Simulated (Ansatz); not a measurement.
# MgSi: 7 runs along one coordinate

System: MgSi (Cmcm, 4 atoms in the cell).
Method: Kohn-Sham DFT of a periodic cell, LDA, all-electron LAPW, scalar-relativistic, no spin polarisation (Ansatz 0.2.0).

The 7 runs differ only in the geometry, by an even scaling of the cell at fixed fractional positions. The structure derives from a Materials Project entry.

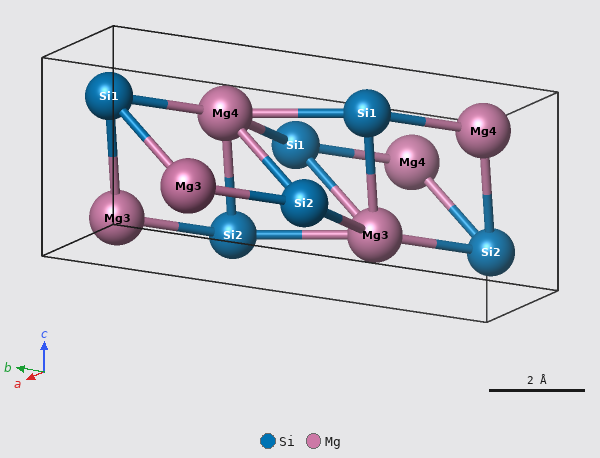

Figure 1. The structure of run 4 (ball-and-stick view of the cell 2 times as large as that of the calculation, set on its symmetry axes, seen at an oblique angle; atoms are numbered from 1 in the order of the input).

## Input of run 4
```yaml
crystal:
  lattice:
    - [1.502512, -5.426016, 0.0]
    - [1.502512, 5.426016, 0.0]
    - [0.0, 0.0, 4.340178]
  atoms:
    - { symbol: Si, position: [0.570638, 0.429362, 0.75] }
    - { symbol: Si, position: [0.429362, 0.570638, 0.25] }
    - { symbol: Mg, position: [0.168381, 0.831619, 0.25] }
    - { symbol: Mg, position: [0.831619, 0.168381, 0.75] }
kpoints:
  mp_grid: { grid: [9, 9, 6] }
scf:
  occupations: { method: fermi_dirac, width: 0.05 }
hamiltonian:
  xc: lda
  pseudopotentials: { kind: all_electron, lapw: { basis_error: 0.002 } }
output:
  forces: true
  stress: true
  eigenvalues: true
```

Command:
```bash
ansatz run input.yaml --threads 2 --pin off --max-ram 8192MiB --backend cpu --events-out ev --progress --plain --runs-dir out
```

Run 3 differs from it as follows:
```diff
-    - [1.502512, -5.426016, 0.0]
-    - [1.502512, 5.426016, 0.0]
-    - [0.0, 0.0, 4.340178]
+    - [1.492427723, -5.389598688, 0.0]
+    - [1.492427723, 5.389598688, 0.0]
+    - [0.0, 0.0, 4.3110484109]
```

## Results, with one run withheld

```csv
run,volume per atom (Å³),"free energy per atom, from the lowest run given (meV)",pressure (GPa)
1,16.630,0.06,0.77
2,16.984,0.00,−0.66
3,17.338,?,?
4,17.692,8.44,−3.05
5,18.046,16.34,−4.07
6,18.400,26.37,−4.98
7,18.754,38.33,−5.81
```

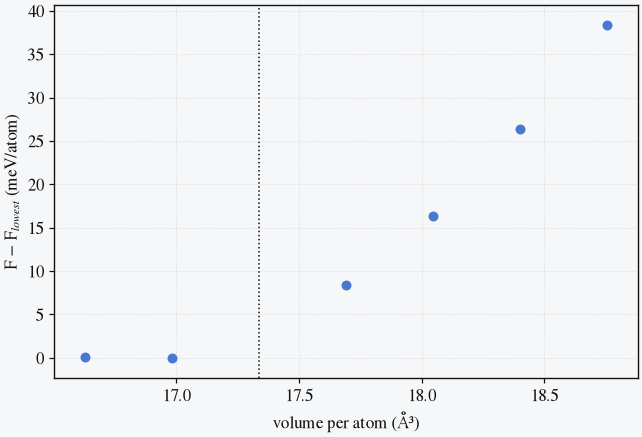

Figure 2. Free energy per atom of the runs given; the dotted line marks run 3.

Estimate the energy of run 3 from the others.

A cubic polynomial in V^(−2/3) (the Birch–Murnaghan form), fitted to the 6 runs given, misses them by at most 0.01 meV per atom. With x = V^(−2/3) − 0.14710 Å⁻², it reads F = 9.0694 − 3564.8 x + 3.3613e+05 x² + 1.6913e+05 x³ (meV per atom). At run 3 it gives 2.90 meV per atom, and the run itself gives 2.90. The slope of the fit gives a pressure −dF/dV of −1.93 GPa there, and the run prints −1.92 GPa. The fit has its minimum at 16.811 Å³ per atom, where V d²F/dV² gives 66.6 GPa. Cell shape and fractional positions are held, so this is the stiffness under even scaling; the relaxed bulk modulus wasn't computed.

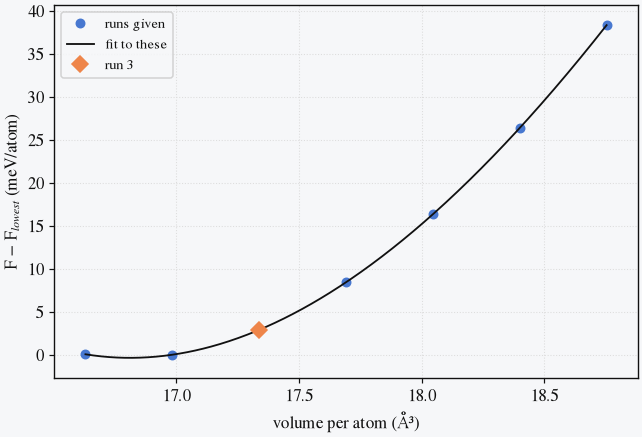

Figure 3. The fit and the withheld run.

## Output, shortened to warnings, some set-up lines, iterations and results (run 3)
```
Basis set: ecut = 137.2997595676796 eV, 245 PW (Γ), FFT grids on a1+a2, a2, a3, exchange–correlation at level 2
Symmetry: 8 space group operations
k-points: 100 of 486
Initial density: superposition of atomic densities (chi_scale 0.1, normalization cell, long waves kept (reshape's long-wave potential 0.06 eV rms))
[...]
SCF iter   1: F=—  HF=-26588.902027 eV  |F-HF|=—  |Δ(HF+E_count)|=         —  Δρ=2.10e-2  dr2=8.40e-1  ethr=1.91e-3  ⟨swp⟩=2.0  Hψ=18930  notcnv=0
SCF iter   2: F=—  HF=-26588.726994 eV  |F-HF|=—  |Δ(HF+E_count)|=   1.75e-1  Δρ=1.41e-2  dr2=3.97e-1  ethr=1.91e-3  ⟨swp⟩=2.0  Hψ=7832  notcnv=0
SCF iter   3: F=—  HF=-26588.615275 eV  |F-HF|=—  |Δ(HF+E_count)|=   1.12e-1  Δρ=4.23e-3  dr2=3.74e-2  ethr=8.56e-5  ⟨swp⟩=2.0  Hψ=13533  notcnv=0
SCF iter   4: F=—  HF=-26588.608841 eV  |F-HF|=—  |Δ(HF+E_count)|=   6.43e-3  Δρ=8.42e-4  dr2=8.32e-4  ethr=8.51e-5  ⟨swp⟩=2.1  Hψ=7831  notcnv=0
SCF iter   5: F=—  HF=-26588.606901 eV  |F-HF|=—  |Δ(HF+E_count)|=   1.94e-3  Δρ=4.02e-4  dr2=1.51e-4  ethr=1.89e-6  ⟨swp⟩=2.4  Hψ=7410  notcnv=0  defer=1
SCF iter   6: F=—  HF=-26588.606897 eV  |F-HF|=—  |Δ(HF+E_count)|=   4.85e-6  Δρ=1.36e-4  dr2=1.73e-5  ethr=3.44e-7  ⟨swp⟩=2.0  Hψ=7362  notcnv=0
SCF iter   7: F=—  HF=-26588.606895 eV  |F-HF|=—  |Δ(HF+E_count)|=   1.25e-6  Δρ=2.34e-5  dr2=5.39e-7  ethr=3.93e-8  ⟨swp⟩=2.1  Hψ=7371  notcnv=0
SCF iter   8: F=—  HF=-26588.606895 eV  |F-HF|=—  |Δ(HF+E_count)|=   2.79e-7  Δρ=1.12e-5  dr2=1.19e-7  ethr=1.22e-9  ⟨swp⟩=2.6  Hψ=7454  notcnv=0
SCF iter   9: F=-26588.606895 eV  HF=-26588.606895 eV  |F-HF|=2.27e-9  |Δ(HF+E_count)|=   2.20e-8  Δρ=2.80e-6  dr2=7.00e-9  ethr=2.70e-10  ⟨swp⟩=2.0  Hψ=7362  notcnv=0
SCF 1 converged in 9 iterations: F = -26588.606895 eV  dr2 = 7.00e-9
SCF converged after 9 iterations
Free energy (F): -26588.606895 eV
Harris-Foulkes:  -26588.606895 eV  (|F-HF|=2.27e-9)
Internal energy: -26588.592656 eV  (E = F + TS)
E sigma→0 (E₀):  -26588.599776 eV
Entropy (-TS):   -0.014239 eV (-3.560 meV/atom)
Fermi energy:    8.618408 eV
--- Per-component energies (eV) ---
  E_band       = -2105.749704
  E_kinetic    = 26617.064334
  E_xc         = -1930.115239
  E_electrostatic = -51275.541751  (all electrons and nuclei)
  E_smearing   = -0.014239  (= −TS)
  E_closure    = 0.000000  (closes the sum)
  E_atoms      = -26573.417724  (free atoms, spherical and without spin; not in F)
  Σ components = -26588.606895   (vs F -26588.606895, Δ=0.00e0)
  Basis errors (estimates in eV, not in F): energy 7.1e-4 per atom: plane waves 6.7e-4 (3.5e-4 summed), levels above the bands 2.5e-38, relativity 7.5e-10, radial functions 4.0e-5, core shells 4.3e-11; eigenvalues (radial functions only) 1.1e-5; not estimated: angular momenta, meshes, grids; target …
--- Forces (eV/Å), atoms counted from 1 ---
  atom   1  Si     0.00000000     0.12312111     0.00000000
  atom   2  Si     0.00000000    -0.12312111     0.00000000
  atom   3  Mg     0.00000000     0.14945177     0.00000000
  atom   4  Mg     0.00000000    -0.14945177     0.00000000
  max |Σ_I F_I| component: 0.00e0 eV/Å
--- Stress (GPa, compression-positive) ---
       -2.532543       0.000000       0.000000
        0.000000      -1.981873       0.000000
        0.000000       0.000000      -1.249757
  P = ⅓ Tr σ = -1.9214 GPa (-19.214 kbar)
```
